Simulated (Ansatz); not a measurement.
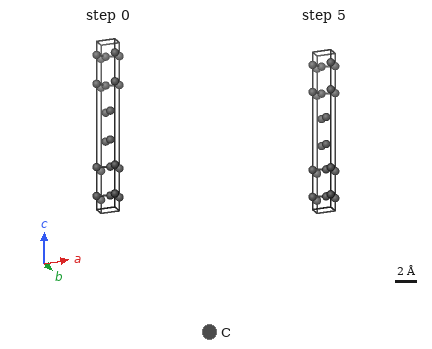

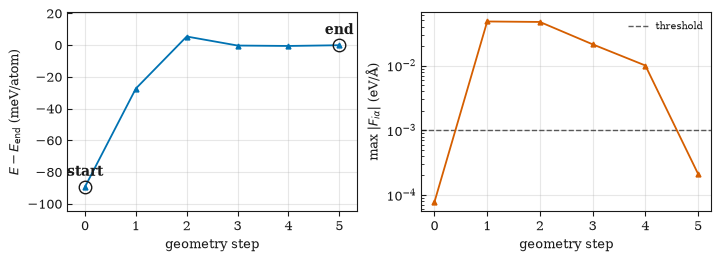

First and last geometry of a relaxation of solid C (set up in R-3m), with the history of the run. A ball-and-stick model of the conventional cell (3 times the calculation's cell), seen from a free direction. Lengths and directions refer to the drawn axes.

Case: relaxed at 35 GPa.

All numbers below come from Ansatz 0.2.0, DFT LDA, scalar-relativistic, plane waves, PAW. Set-up: plane-wave cutoff 420 eV; k-point mesh 18 × 18 × 18; occupations fermi dirac; smearing width 0.15 eV; target pressure 35 GPa; no spin polarisation; cell and atoms relaxed; force threshold 0.001 eV/Å; at most 60 steps.

**Did the run converge, and what did it change?**

The run was cut off at its time limit before the program reported convergence, but its last step already meets the force threshold: the largest component is 0.0002 eV/Å against 0.001 eV/Å. The pressure is within 0.01 GPa of its target. After 5 geometry steps the energy has risen by 89.3 meV per atom. With the target pressure of 35 GPa, the enthalpy E + pV changes by −36.4 meV per atom. Pressure: 18.00 GPa at the start and 35.00 GPa at the end. The atoms keep their places relative to the cell (all moves are under 0.005 Å). The drawn cell changes as follows: a = b 2.415 → 2.395 Å (−0.9 %), c 17.004 → 15.909 Å (−6.4 %); the volume changes by −8.0 %. Among the contacts that change: C–C 1.395 → 1.383 Å. The space group stays R-3m (No. 166).

| step | E − E(0), meV/atom | largest force component, eV/Å | pressure, GPa | volume, Å³/atom |
| --- | --- | --- | --- | --- |
| 0 | 0.00 | 0.0001 | 18.00 | 7.160 |
| 1 | 61.96 | 0.0481 | 30.33 | 6.724 |
| 2 | 94.76 | 0.0473 | 35.72 | 6.559 |
| 3 | 89.08 | 0.0213 | 34.88 | 6.586 |
| 4 | 88.81 | 0.0100 | 34.91 | 6.587 |
| 5 | 89.27 | 0.0002 | 35.00 | 6.585 |
